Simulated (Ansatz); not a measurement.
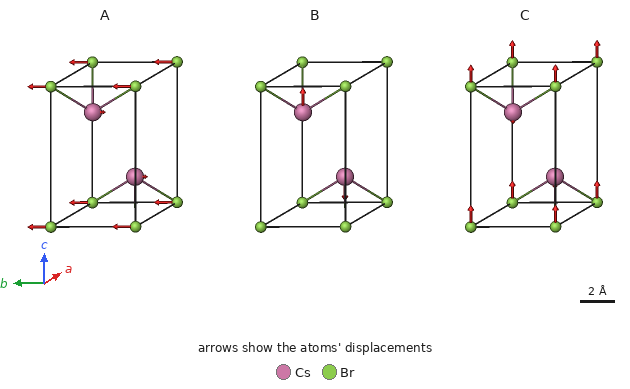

Modes of solid Cs2Br (a generated structure), space group P-3m1 (No. 164), at the zone centre (one member of each degenerate set). Displacements are drawn as red arrows; their common scale and sign are arbitrary. Style: ball-and-stick. Shown: the cell of the calculation, from a free direction.

The calculation used Ansatz 0.2.0, DFT PBE+D3(BJ), scalar-relativistic, plane waves, PAW.

The frequencies depend somewhat on the k-mesh and the smearing.

Give the symmetry species and the selection rules of each.

Answer. A is E_u, infrared-active by symmetry (60 cm⁻¹). B is A₁g, Raman-active by symmetry (58 cm⁻¹). C is A₂u, infrared-active by symmetry (63 cm⁻¹). The crystal has a centre of inversion, so no mode is both. In a metal the free carriers screen the infrared response.
